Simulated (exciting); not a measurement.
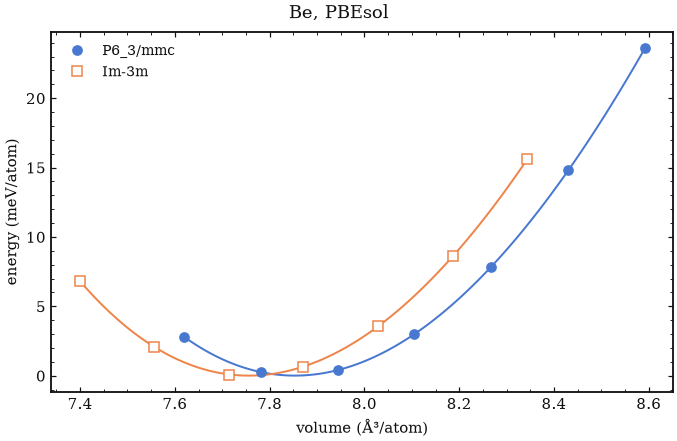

How it was computed, with exciting sodium: all-electron LAPW DFT, no spin polarisation; energies at scaled volumes of the given cell, shape and fractions fixed, counted from the fit's minimum, third-order Birch-Murnaghan fit. Level: PBEsol.

- occupations: Fermi–Dirac
- smearing width: 0.05 eV
- potentials: all electron LAPW+lo, shipped species files

**Figure.** Energy against volume, with one curve for each structure, for Be. Each energy curve has its own zero, so the curves don't rank the structures.

Settings that differ: P6_3/mmc: k mesh 13×13×8; Im-3m: k mesh 15×15×15.

The fitted equilibrium volumes, smallest first, are Im-3m 7.756, P6_3/mmc 7.853 Å³/atom. The fitted bulk moduli, smallest first, are P6_3/mmc 123.6, Im-3m 124.7 GPa.

Keep in mind: shape and atomic fractions are frozen while scaling, which makes layered, chain and framework solids too stiff.
